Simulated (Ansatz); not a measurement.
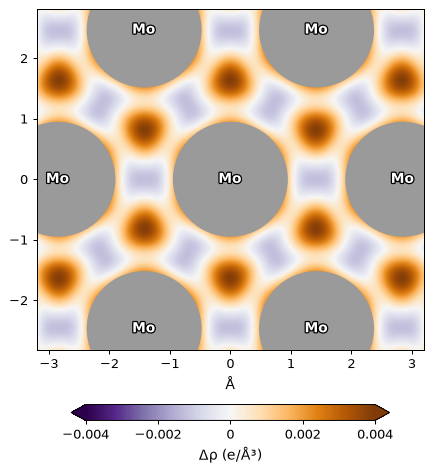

Mo: difference of two self-consistent densities at the same geometry, ρ(r2SCAN) − ρ(PBE), on the (111) plane of the conventional cell. Grey discs cover the cores, where the PAW densities can't be compared. Cores are masked to 1.0 Å (Mo).

Space group Fm-3m. This isn't the usual form at ambient conditions.

Both runs: Ansatz, scalar-relativistic, plane waves and PAW, same cutoff, k-points and PAW files (made with PBE).

```cif
data_structure
_symmetry_space_group_name_H-M 'P 1'
_symmetry_Int_Tables_number 1
_cell_length_a 4.0300
_cell_length_b 4.0300
_cell_length_c 4.0300
_cell_angle_alpha 90.000
_cell_angle_beta 90.000
_cell_angle_gamma 90.000
_cell_volume 65.45
loop_
_atom_site_label
_atom_site_type_symbol
_atom_site_fract_x
_atom_site_fract_y
_atom_site_fract_z
_atom_site_occupancy
Mo1 Mo 0.00000 0.00000 0.00000 1
Mo2 Mo 0.50000 0.50000 0.00000 1
Mo3 Mo 0.50000 0.00000 0.50000 1
Mo4 Mo 0.00000 0.50000 0.50000 1
```

What differs between the two levels of theory?

Answer. Against PBE, and outside the masked cores, the largest gain, 0.008 e/Å³, lies 2.0 Å from a molybdenum nucleus, and the largest loss lies at the edge of the masked core of Mo. At this volume the pressure is −5 GPa with PBE and −8 GPa with r2SCAN.

Run times: 4.2 s (r2SCAN) and 3.5 s (base cell), on 1 thread of Intel(R) Xeon(R) Platinum 8375C CPU @ 2.90GHz (Ice Lake) (shared host).
